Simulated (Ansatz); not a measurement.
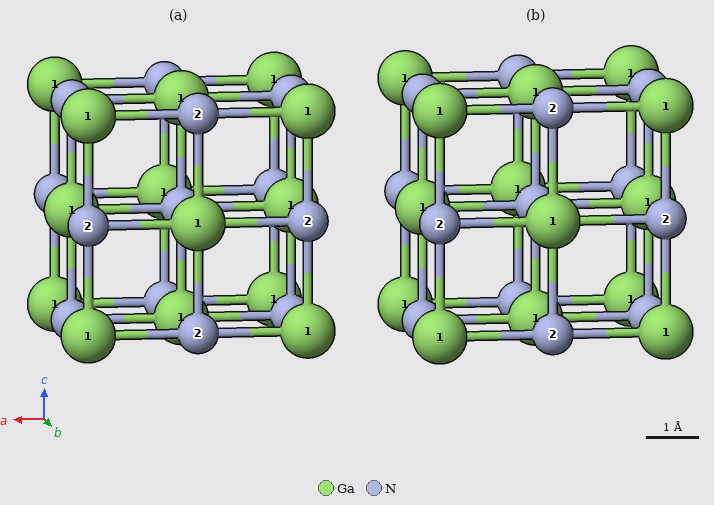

Left: a symmetric starting cell of GaN. Right: the same structure after one change, at the same scale. The picture is a ball-and-stick view of the conventional cell (4 times the calculation's cell), seen from a free direction. Lengths and directions refer to the drawn axes.

These are results of DFT PBEsol, scalar-relativistic, plane waves, PAW (Ansatz 0.2.0), not measurements. Set-up: plane-wave cutoff 420 eV; k-point mesh 14 × 14 × 14; occupations gaussian; smearing width 0.05 eV; no spin polarisation.

**Which change leads from the left to the right?**

All lengths are scaled by +3.0 % (volume +9.2 %), the atoms keeping their fractional coordinates. No relaxation follows. The starting cell wasn't computed here and needn't be at equilibrium, so pressure and forces aren't due to the change alone.

**How do the computed properties respond?**

The pressure is −21.4 GPa (not all of it need come from the change, since the unchanged cell can be under pressure at this level too). All forces vanish by symmetry. Among the bonded contacts that change: Ga–N 2.135 → 2.199 Å. The space group stays Fm-3m (No. 225).
